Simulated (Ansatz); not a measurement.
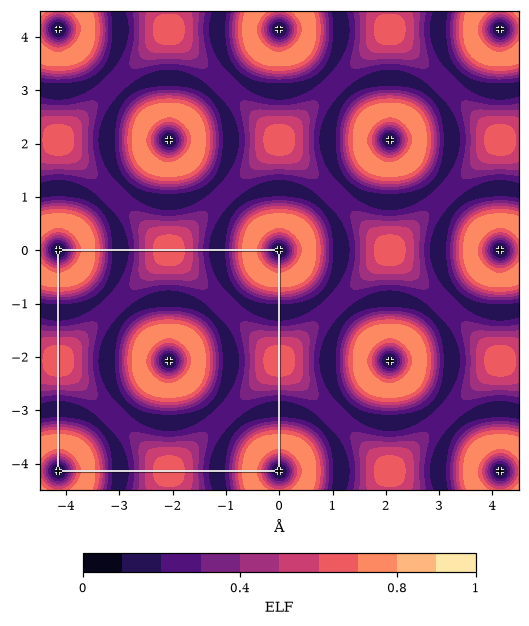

The electron localisation function on a plane through atoms (crosses mark nuclei in the plane).

Theory: Kohn-Sham DFT of a periodic cell, HSE06, Ansatz PAW in Ansatz.

Candidates:
A. Al, a = 3.16 Å, b = 3.16 Å, c = 3.16 Å, α = 90.00°, β = 90.00°, γ = 90.00°. Space group Im-3m; a structure from a database of computed crystals, not necessarily the ambient phase; computed pressure about 5 GPa in this cell.
B. Ti, a = 4.03 Å, b = 4.03 Å, c = 4.03 Å, α = 90.00°, β = 90.00°, γ = 90.00°. Space group Fm-3m; computed pressure about 7 GPa in this cell.
C. Nb, a = 4.14 Å, b = 4.14 Å, c = 4.14 Å, α = 90.00°, β = 90.00°, γ = 90.00°. Space group Fm-3m; computed pressure about 10 GPa in this cell.

Which system is this?

Candidate C: Nb on the (100) plane of the conventional cell, which holds Nb. Nb–Nb (2.93 Å): the ELF is about 0.25 at the midpoint (no localised pair shows between them).
